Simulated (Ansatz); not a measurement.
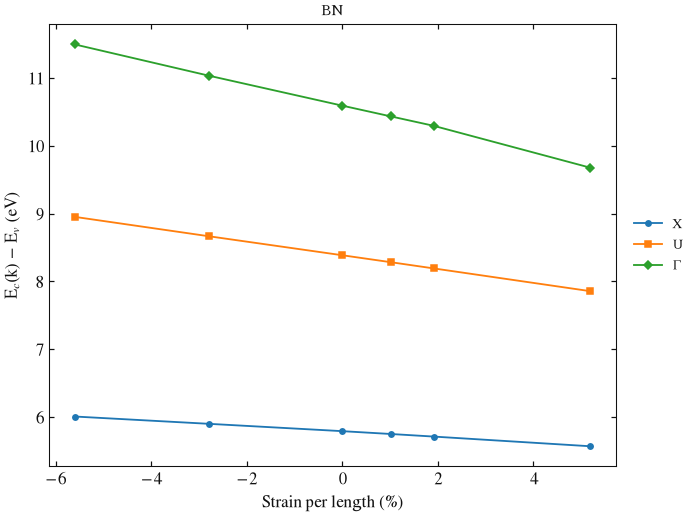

Lowest conduction level at each named k point, counted from the valence-band top at Γ. The names follow the standardised cell of this lattice; in reduced coordinates of the cell that was run, X is (−0.5, −0.5, 0) and U is (−0.375, −0.375, 0.25).

System: zincblende BN, space group F-43m, 2 atoms in the primitive cell, relaxed with r2SCAN; unstrained, cubic a = 3.610 Å. All lengths are scaled by the strain listed; symmetry fixes the atoms. Points keep the names and reduced coordinates of the unstrained primitive cell. Level of theory: HSE06, Ansatz PAW set, no spin polarisation, no spin-orbit coupling, 8×8×8 k mesh, 420 eV cutoff, fixed occupations; code Ansatz 0.2.0.

How does each level move from −5.6 % to +5.19 %?

Answer. X falls by 0.44 eV, U falls by 1.09 eV and Γ falls by 1.81 eV.

How fast do the levels move with strain?

Answer. Straight lines through the points have slopes of −40 at X, −101 at U and −166 at Γ (meV for each 1 % of strain). The points bend away from straight lines by up to 0.04 eV, so these are means over the range.

Which of these conduction levels is lowest, and does that change?

Answer. The lowest is the one at X, over the whole range, so among these points the gap stays indirect.

The values:
| strain | X (eV) | U (eV) | Γ (eV) |
| --- | --- | --- | --- |
| −5.6 % | 6.01 | 8.95 | 11.49 |
| −2.78 % | 5.90 | 8.67 | 11.03 |
| 0 % | 5.79 | 8.39 | 10.59 |
| +1.02 % | 5.75 | 8.28 | 10.43 |
| +1.91 % | 5.71 | 8.19 | 10.30 |
| +5.19 % | 5.57 | 7.86 | 9.68 |

The PAW data sets were made with another functional. The usual form of BN is layered hexagonal.
